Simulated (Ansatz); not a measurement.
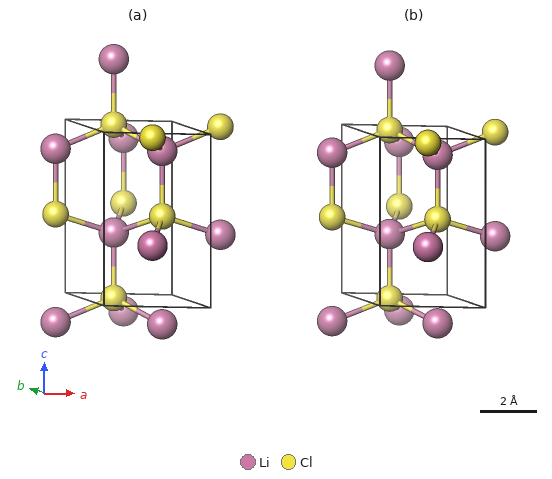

The structure of a crystal of LiCl (built on the database structure type) before (left) and after (right) a relaxation, at one scale.

A ball-and-stick model of the cell of the calculation, seen slightly off an axis.

All numbers below come from DFT, PBEsol, plane waves, PAW in Ansatz.

Input
```yaml
crystal:
  lattice:
    - [3.9248822083, 0.0, 0.0]
    - [-1.9624411042, 3.3990476993, 0.0]
    - [0.0, 0.0, 6.357161]
  atoms:
    - { symbol: Li, position: [0.66666667, 0.33333333, 0.876017] }
    - { symbol: Li, position: [0.33333333, 0.66666667, 0.376017] }
    - { symbol: Cl, position: [0.66666667, 0.33333333, 0.498984] }
    - { symbol: Cl, position: [0.33333333, 0.66666667, 0.998984] }
kpoints:
  mp_grid: { grid: [6, 6, 4] }
hamiltonian:
  xc: pbesol
scf:
  occupations: { method: fermi_dirac, width: 0.03 }
relax:
  f_tol: 0.01
  cell: {}
  max_steps: 120
```

Launched with:
```bash
ansatz run input.yaml --threads 2 --pin off --max-ram 20275MiB --backend cpu --events-out ev --progress --plain --runs-dir out
```

Q: Describe what moved and what it gained.

A: The largest moves relative to the cell, 0.016 Å, are those of Li1, Li2, Cl3 and Cl4. Cl4 goes along −c. By element the largest moves are Cl 0.016 Å, Li 0.016 Å. The drawn cell changes as follows: a = b 3.925 → 3.881 Å (−1.1 %), c 6.357 → 6.177 Å (−2.8 %); the volume changes by −5.0 %. Some distances before and after: Li1–Cl3 2.397 → 2.361 Å. The space group stays P6_3mc (No. 186). Over 3 accepted moves (4 points after the start) the energy falls by 4.3 meV per atom. Largest force component: 0.017 eV/Å at the start, 0.0023 eV/Å at the end. Pressure: −1.16 GPa at the start and 0.01 GPa at the end. The SCF was repeated once at an unchanged geometry on a basis and grid sized afresh for the cell, which shifted the energy by less than 0.05 meV per atom at most.
